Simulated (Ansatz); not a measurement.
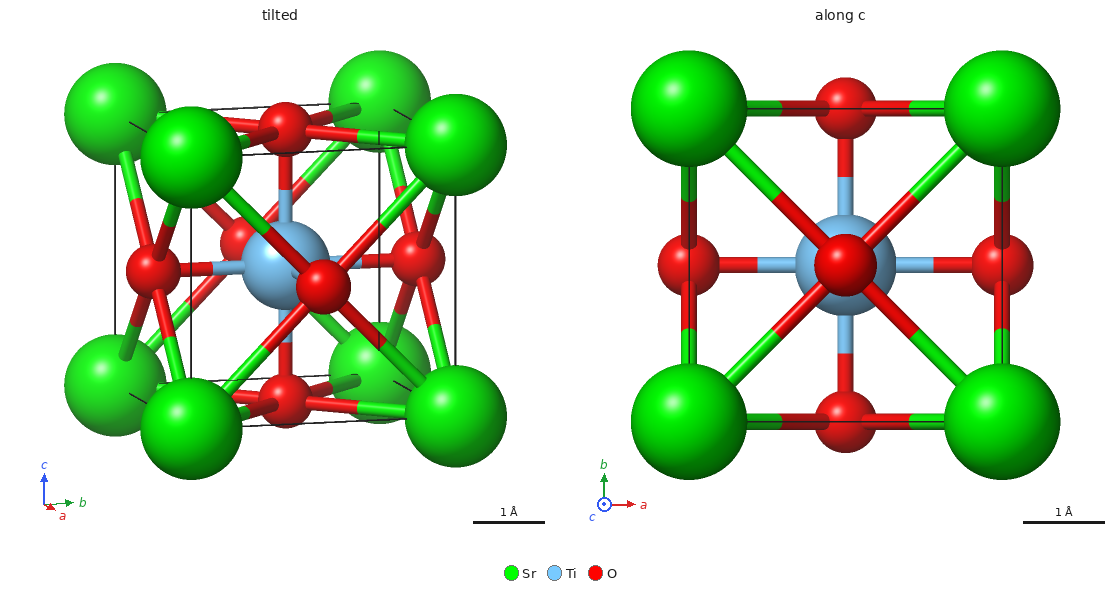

A ball-and-stick rendering, viewed slightly off an axis and along the c axis. Lines trace the edges of the conventional unit cell.

SrTiO3, cubic perovskite, space group Pm-3m (No. 221), a = 3.907 Å, b = 3.907 Å, c = 3.907 Å, α = 90.00°, β = 90.00°, γ = 90.00°. It goes back to a structure listed in the Materials Project. Earlier steps of the study may have refined or changed the cell and positions. It was run through Ansatz as a DFT input.

This one geometry was computed with Ansatz (DFT, plane waves, PAW) at three levels of theory: PBE, HSE06 and r2SCAN. It was relaxed beforehand with r2SCAN.

**Which level gives the highest pressure at this volume, and what does that say about its equilibrium volume?**

Highest: PBE (4.1 GPa), which points to the largest equilibrium volume. Lowest, with the smallest volume: HSE06 (-1.7 GPa). Levels within 0.5 GPa of each other can't be told apart.

**How does the band gap change with the level of theory?**

PBE: a gap of 1.88 eV, indirect; r2SCAN: a gap of 2.26 eV, indirect; HSE06: a gap of 3.32 eV, indirect.

**Collect the results in a table.**

| level | cutoff (eV) | k-mesh of the run's cell | gap (eV) | pressure (GPa) |
| --- | --- | --- | --- | --- |
| PBE | 420 | 6×6×6 | 1.88 | 4.1 |
| HSE06 | 420 | 4×4×4 | 3.32 | -1.7 |
| r2SCAN | 500 | 6×6×6 | 2.26 | 0.0 |

Gaps are taken on the k-mesh or band path of each run.
